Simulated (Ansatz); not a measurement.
**What a change does: single-point calculation on Pt**

System: Pt (slab, 12 atoms in the cell).
Method of run 1: DFT PBE, scalar-relativistic, plane waves, PAW, PAW set soft_1, no spin polarisation (Ansatz 0.2.0).

The structure derives from an entry of the Crystallography Open Database. Text and figures count atoms from 1; the logs count them from 0 in places.

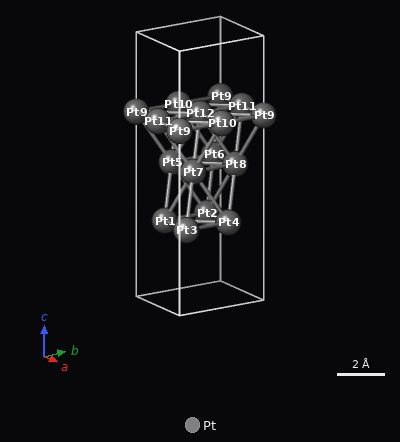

**Figure 1.** The structure (ball-and-stick view of the cell of the calculation, with the vacuum cut short, seen slightly off an axis; atoms are numbered from 1 in the order of the input). An atom can appear more than once, as a periodic image. Near neighbours in the periodic cell (some may lie outside the picture): Pt has 9 Pt at 2.81 to 2.82 Å; Pt has 12 Pt at 2.81 to 2.82 Å.

### The input, run 1
```yaml
crystal:
  lattice:
    - [5.6143281343, 0.0, 0.0]
    - [-2.8071640672, 4.8621507895, 0.0]
    - [0.0, 0.0, 22.6192653717]
  atoms:
    - { symbol: Pt, position: [0.3333333333, 0.1666666667, 0.1768404028] }
    - { symbol: Pt, position: [0.3333333333, 0.6666666667, 0.1768404028] }
    - { symbol: Pt, position: [0.8333333333, 0.1666666667, 0.1768404028] }
    - { symbol: Pt, position: [0.8333333333, 0.6666666667, 0.1768404028] }
    - { symbol: Pt, position: [0.1666666667, 0.3333333333, 0.2789526245] }
    - { symbol: Pt, position: [0.1666666667, 0.8333333333, 0.2789526245] }
    - { symbol: Pt, position: [0.6666666667, 0.3333333333, 0.2789526245] }
    - { symbol: Pt, position: [0.6666666667, 0.8333333333, 0.2789526245] }
    - { symbol: Pt, position: [0.0, 0.0, 0.3810585901] }
    - { symbol: Pt, position: [0.0, 0.5, 0.3810585901] }
    - { symbol: Pt, position: [0.5, 0.0, 0.3810585901] }
    - { symbol: Pt, position: [0.5, 0.5, 0.3810585901] }
basis:
  ecutwfc: 420
kpoints:
  mp_grid: { grid: [6, 6, 1] }
hamiltonian:
  xc: pbe
  pseudopotentials: { kind: paw, azcp: { folder: soft_1 } }
scf:
  occupations: { method: gaussian, width: 0.1 }
output:
  forces: true
  eigenvalues: true
efield:
  axis: 3
  dipole_correction: true
  ramp_width: 0.04
```

Launched with:
```bash
ansatz run input.yaml --threads 4 --pin off --max-ram 12288MiB --backend cpu --events-out ev --progress --plain --runs-dir out
```

Hardware: 4 threads of Arm Neoverse N1, 98 GiB of memory available, shared host.

### Output, shortened to warnings, some set-up lines, iterations and results (run 1)
```
Basis set: ecut = 420 eV, 12111 PW (Γ), exchange–correlation on 80×80×320 points (8 copies of the dense FFT grid, shifted against one another)
Symmetry: 24 space group operations
k-points: 7 of 36 (time reversal used)
Initial density: superposition of atomic densities (neutral atoms: chi_scale 0, normalization atom)
[...]
SCF iter   1: F=—  HF=-150295.565875 eV  |F-HF|=—  |Δ(HF+E_count)|=         —  Δρ=4.99e-2  dr2=1.70e1  ethr=3.10e-3  p=0.000 e·Å  D=2.34e-6 V/Å  ΔV_dip=-0.00 eV  …
SCF iter   2: F=—  HF=-150294.901968 eV  |F-HF|=—  |Δ(HF+E_count)|=   6.64e-1  Δρ=4.42e-2  dr2=1.18e1  ethr=3.10e-3  p=-0.002 e·Å  D=-5.77e-4 V/Å  ΔV_dip=0.01 eV  …
SCF iter   3: F=—  HF=-150291.390518 eV  |F-HF|=—  |Δ(HF+E_count)|=    3.51e0  Δρ=7.82e-3  dr2=7.26e-1  ethr=3.10e-3  p=-0.001 e·Å  D=-3.33e-4 V/Å  ΔV_dip=0.01 eV  …
SCF iter   4: F=—  HF=-150291.314155 eV  |F-HF|=—  |Δ(HF+E_count)|=   7.64e-2  Δρ=2.85e-3  dr2=2.94e-1  ethr=3.36e-4  p=0.000 e·Å  D=9.58e-5 V/Å  ΔV_dip=-0.00 eV  …
SCF iter   5: F=—  HF=-150291.300238 eV  |F-HF|=—  |Δ(HF+E_count)|=   1.39e-2  Δρ=2.28e-3  dr2=7.98e-2  ethr=1.36e-4  p=-0.001 e·Å  D=-1.96e-4 V/Å  ΔV_dip=0.00 eV  …
SCF iter   6: F=—  HF=-150291.297458 eV  |F-HF|=—  |Δ(HF+E_count)|=   2.78e-3  Δρ=8.02e-4  dr2=6.10e-3  ethr=3.69e-5  p=0.000 e·Å  D=1.44e-4 V/Å  ΔV_dip=-0.00 eV  …
SCF iter   7: F=—  HF=-150291.296621 eV  |F-HF|=—  |Δ(HF+E_count)|=   8.37e-4  Δρ=1.80e-4  dr2=4.11e-4  ethr=2.82e-6  p=-0.000 e·Å  D=-9.83e-5 V/Å  ΔV_dip=0.00 eV  …
SCF iter   8: F=—  HF=-150291.296705 eV  |F-HF|=—  |Δ(HF+E_count)|=   8.42e-5  Δρ=9.12e-5  dr2=1.26e-4  ethr=1.90e-7  p=0.000 e·Å  D=1.00e-4 V/Å  ΔV_dip=-0.00 eV  …
SCF iter   9: F=—  HF=-150291.296685 eV  |F-HF|=—  |Δ(HF+E_count)|=   1.96e-5  Δρ=3.04e-5  dr2=1.12e-5  ethr=5.85e-8  p=0.000 e·Å  D=1.48e-5 V/Å  ΔV_dip=-0.00 eV  …
SCF iter  10: F=—  HF=-150291.296230 eV  |F-HF|=—  |Δ(HF+E_count)|=   4.56e-4  Δρ=1.13e-5  dr2=2.15e-6  ethr=5.20e-9  p=0.000 e·Å  D=8.39e-6 V/Å  ΔV_dip=-0.00 eV  …
SCF iter  11: F=—  HF=-150291.296231 eV  |F-HF|=—  |Δ(HF+E_count)|=   8.44e-7  Δρ=2.91e-6  dr2=3.34e-7  ethr=9.97e-10  p=0.000 e·Å  D=6.29e-6 V/Å  ΔV_dip=-0.00 eV  …
SCF iter  12: F=-150291.296230 eV  HF=-150291.296231 eV  |F-HF|=7.97e-8  |Δ(HF+E_count)|=   1.79e-8  Δρ=1.76e-6  dr2=9.51e-8  ethr=4.63e-11  p=0.000 e·Å  D=1.88e-6 V/Å  …
SCF 1 converged in 12 iterations: F = -150291.296230 eV  dr2 = 9.51e-8
SCF converged after 12 iterations
Free energy (F): -150291.296230 eV
Harris-Foulkes:  -150291.296231 eV  (|F-HF|=7.97e-8)
Internal energy: -150291.133721 eV  (E = F + TS)
E sigma→0 (E₀):  -150291.214976 eV
Entropy (-TS):   -0.162510 eV (-13.542 meV/atom)
Fermi energy:    2.681453 eV
Dipole field:    D = -0.000104 V/Å  (p = -0.000355 e·Å, saw-weighted, corrected)
Work function:   Φ+ = 5.8071 eV   Φ− = 5.8047 eV
Levels:          The Fermi level and band energies are counted from a zero that moves with the ramp; work functions are not
--- Per-component energies (eV) ---
  E_band       = -5882.978628
  E_kinetic    = 7138.075739
  E_local      = -308055.059621  (includes V_loc(G=0)·N_el)
  E_nonlocal   = 2445.693759
  E_hartree    = 149815.856889
  E_xc         = -2772.526276
  E_vxc        = -3235.028683  (∫ρ·V_xc dr)
  E_paw        = -113804.599860  (= ΣΔE_a)
  E_vpaw       = -3808.347817  (= ΣTr[D̂ρ^β])
  E_aug_tail   = 0.013839  (compensation charges beyond the density's cutoff)
  E_efield     = 0.000000  (sawtooth field / dipole correction)
  E_vefield    = 0.000001  (∫n·V_field dr)
  E_ewald      = 114941.411811
  E_smearing   = -0.162510  (= −TS)
  E_closure    = 0.000000  (closes the sum)
  Σ components = -150291.296230   (vs F -150291.296230, Δ=0.00e0)
--- Forces (eV/Å), atoms counted from 1 ---
  atom   1  Pt    -0.00000000    -0.00000000    -0.00460421
  atom   2  Pt    -0.00000000     0.00000000    -0.00460421
  atom   3  Pt    -0.00000000     0.00000000    -0.00460421
  atom   4  Pt    -0.00000000     0.00000000    -0.00460421
  atom   5  Pt    -0.00000000     0.00000000    -0.00080794
  atom   6  Pt    -0.00000000     0.00000000    -0.00080794
  atom   7  Pt    -0.00000000     0.00000000    -0.00080794
  atom   8  Pt    -0.00000000     0.00000000    -0.00080794
  atom   9  Pt     0.00000000     0.00000000     0.00546644
  atom  10  Pt     0.00000000    -0.00000000     0.00546644
  atom  11  Pt    -0.00000000    -0.00000000     0.00546644
  atom  12  Pt     0.00000000     0.00000000     0.00546644
  max |Σ_I F_I| component: 2.17e-4 eV/Å
```

For run 2 the input was changed thus:
```diff
-  ecutwfc: 420
+  ecutwfc: "300 eV"
+  xc_grid: 3
```

Predict how the results change.

The free energy of run 2 is 115.9 meV per atom higher, which measures how much it depends on this numerical setting. More plane waves can only lower the energy of a fixed Hamiltonian, so the higher cutoff gives the lower value. The SCF takes 13 iterations against 12. The plane waves at Γ go from 12111 to 7197. On the same kind of shared host run 2 took about 0.61 times as long.

### Output, shortened to warnings, some set-up lines, iterations and results (run 2)
```
Warning: basis.ecutwfc = 300 eV is below the records' recommended 420 eV, and the density's cutoff is lower with it unless basis.ecutrho_ratio is high enough to keep the records' density cutoff: compare with a run at a higher cutoff
Basis set: ecut = 300 eV, 7197 PW (Γ), exchange–correlation on 96×96×384 points (27 copies of the dense FFT grid, shifted against one another)
Symmetry: 24 space group operations
k-points: 7 of 36 (time reversal used)
Initial density: superposition of atomic densities (neutral atoms: chi_scale 0, normalization atom)
[...]
SCF iter   1: F=—  HF=-150294.354397 eV  |F-HF|=—  |Δ(HF+E_count)|=         —  Δρ=5.04e-2  dr2=1.77e1  ethr=3.10e-3  p=-0.000 e·Å  D=-1.96e-5 V/Å  ΔV_dip=0.00 eV  …
SCF iter   2: F=—  HF=-150293.836861 eV  |F-HF|=—  |Δ(HF+E_count)|=   5.18e-1  Δρ=4.64e-2  dr2=1.30e1  ethr=3.10e-3  p=0.005 e·Å  D=1.34e-3 V/Å  ΔV_dip=-0.03 eV  …
SCF iter   3: F=—  HF=-150289.984927 eV  |F-HF|=—  |Δ(HF+E_count)|=    3.85e0  Δρ=7.58e-3  dr2=7.14e-1  ethr=3.10e-3  p=0.001 e·Å  D=1.60e-4 V/Å  ΔV_dip=-0.00 eV  …
SCF iter   4: F=—  HF=-150289.922954 eV  |F-HF|=—  |Δ(HF+E_count)|=   6.20e-2  Δρ=2.99e-3  dr2=3.27e-1  ethr=3.31e-4  p=0.002 e·Å  D=5.48e-4 V/Å  ΔV_dip=-0.01 eV  …
SCF iter   5: F=—  HF=-150289.907980 eV  |F-HF|=—  |Δ(HF+E_count)|=   1.50e-2  Δρ=2.45e-3  dr2=9.07e-2  ethr=1.51e-4  p=-0.001 e·Å  D=-3.25e-4 V/Å  ΔV_dip=0.01 eV  …
SCF iter   6: F=—  HF=-150289.906399 eV  |F-HF|=—  |Δ(HF+E_count)|=   1.58e-3  Δρ=8.64e-4  dr2=6.39e-3  ethr=4.20e-5  p=0.001 e·Å  D=2.58e-4 V/Å  ΔV_dip=-0.01 eV  …
SCF iter   7: F=—  HF=-150289.905652 eV  |F-HF|=—  |Δ(HF+E_count)|=   7.47e-4  Δρ=3.07e-4  dr2=9.50e-4  ethr=2.96e-6  p=-0.001 e·Å  D=-3.21e-4 V/Å  ΔV_dip=0.01 eV  …
SCF iter   8: F=—  HF=-150289.905667 eV  |F-HF|=—  |Δ(HF+E_count)|=   1.46e-5  Δρ=9.76e-5  dr2=1.08e-4  ethr=4.40e-7  p=-0.000 e·Å  D=-5.93e-5 V/Å  ΔV_dip=0.00 eV  …
SCF iter   9: F=—  HF=-150289.905683 eV  |F-HF|=—  |Δ(HF+E_count)|=   1.60e-5  Δρ=4.22e-5  dr2=2.80e-5  ethr=5.01e-8  p=-0.000 e·Å  D=-2.52e-5 V/Å  ΔV_dip=0.00 eV  …
SCF iter  10: F=—  HF=-150289.905835 eV  |F-HF|=—  |Δ(HF+E_count)|=   1.53e-4  Δρ=1.19e-5  dr2=6.94e-6  ethr=1.30e-8  p=-0.000 e·Å  D=-2.78e-5 V/Å  ΔV_dip=0.00 eV  …
SCF iter  11: F=—  HF=-150289.905836 eV  |F-HF|=—  |Δ(HF+E_count)|=   2.77e-7  Δρ=6.35e-6  dr2=2.16e-6  ethr=3.21e-9  p=-0.000 e·Å  D=-1.66e-5 V/Å  ΔV_dip=0.00 eV  …
SCF iter  12: F=—  HF=-150289.905835 eV  |F-HF|=—  |Δ(HF+E_count)|=   3.06e-7  Δρ=2.29e-6  dr2=1.28e-7  ethr=1.00e-9  p=-0.000 e·Å  D=-1.29e-5 V/Å  ΔV_dip=0.00 eV  …
SCF iter  13: F=-150289.905836 eV  HF=-150289.905836 eV  |F-HF|=6.66e-9  |Δ(HF+E_count)|=   1.76e-7  Δρ=8.18e-7  dr2=1.28e-8  ethr=4.63e-11  p=-0.000 e·Å  D=-1.31e-5 V/Å  …
SCF 1 converged in 13 iterations: F = -150289.905836 eV  dr2 = 1.28e-8
SCF converged after 13 iterations
Free energy (F): -150289.905836 eV
Harris-Foulkes:  -150289.905836 eV  (|F-HF|=6.66e-9)
Internal energy: -150289.743119 eV  (E = F + TS)
E sigma→0 (E₀):  -150289.824478 eV
Entropy (-TS):   -0.162716 eV (-13.560 meV/atom)
Fermi energy:    2.675759 eV
Dipole field:    D = 0.000020 V/Å  (p = 0.000067 e·Å, saw-weighted, corrected)
Work function:   Φ+ = 5.8135 eV   Φ− = 5.8140 eV
Levels:          The Fermi level and band energies are counted from a zero that moves with the ramp; work functions are not
--- Per-component energies (eV) ---
  E_band       = -5888.758196
  E_kinetic    = 7156.481296
  E_local      = -308047.418322  (includes V_loc(G=0)·N_el)
  E_nonlocal   = 2423.296990
  E_hartree    = 149808.800590
  E_xc         = -2776.707195
  E_vxc        = -3240.410070  (∫ρ·V_xc dr)
  E_paw        = -113795.651490  (= ΣΔE_a)
  E_vpaw       = -3798.384309  (= ΣTr[D̂ρ^β])
  E_aug_tail   = 0.043201  (compensation charges beyond the density's cutoff)
  E_efield     = 0.000000  (sawtooth field / dipole correction)
  E_vefield    = -0.000000  (∫n·V_field dr)
  E_ewald      = 114941.411811
  E_smearing   = -0.162716  (= −TS)
  E_closure    = 0.000000  (closes the sum)
  Σ components = -150289.905836   (vs F -150289.905836, Δ=0.00e0)
--- Forces (eV/Å), atoms counted from 1 ---
  atom   1  Pt    -0.00000000     0.00000000     0.00905932
  atom   2  Pt    -0.00000000     0.00000000     0.00905932
  atom   3  Pt    -0.00000000    -0.00000000     0.00905932
  atom   4  Pt    -0.00000000     0.00000000     0.00905932
  atom   5  Pt    -0.00000000     0.00000000    -0.00081483
  atom   6  Pt    -0.00000000    -0.00000000    -0.00081483
  atom   7  Pt    -0.00000000     0.00000000    -0.00081483
  atom   8  Pt    -0.00000000     0.00000000    -0.00081483
  atom   9  Pt     0.00000000     0.00000000    -0.00824788
  atom  10  Pt     0.00000000     0.00000000    -0.00824788
  atom  11  Pt     0.00000000     0.00000000    -0.00824788
  atom  12  Pt     0.00000000     0.00000000    -0.00824788
  max |Σ_I F_I| component: 1.36e-5 eV/Å
```

### The two runs side by side

| quantity | run 1 | run 2 |
| --- | --- | --- |
| outcome | converged | converged |
| free energy per atom (eV) | −12524.2747 | −12524.1588 |
| energy per atom, smearing taken to zero (eV) | −12524.2679 | −12524.1520 |
| gap on the mesh (eV) | 0.00 | 0.00 |
| work function (eV) | 5.81 | – |
| largest force (eV/Å) | 0.005 | 0.009 |
| SCF iterations | 12 | 13 |
| irreducible k-points | 7 | 7 |
| plane waves at Γ | 12111 | 7197 |
| wall time (shared host) | 28 s | 17 s |

For both runs: Spin–orbit coupling is left out, which matters for Pt. For run 2: These settings are looser than, or depart from, a standard set-up, so the numbers are not reference values for this system. Warnings: the cutoff is below the recommended one.
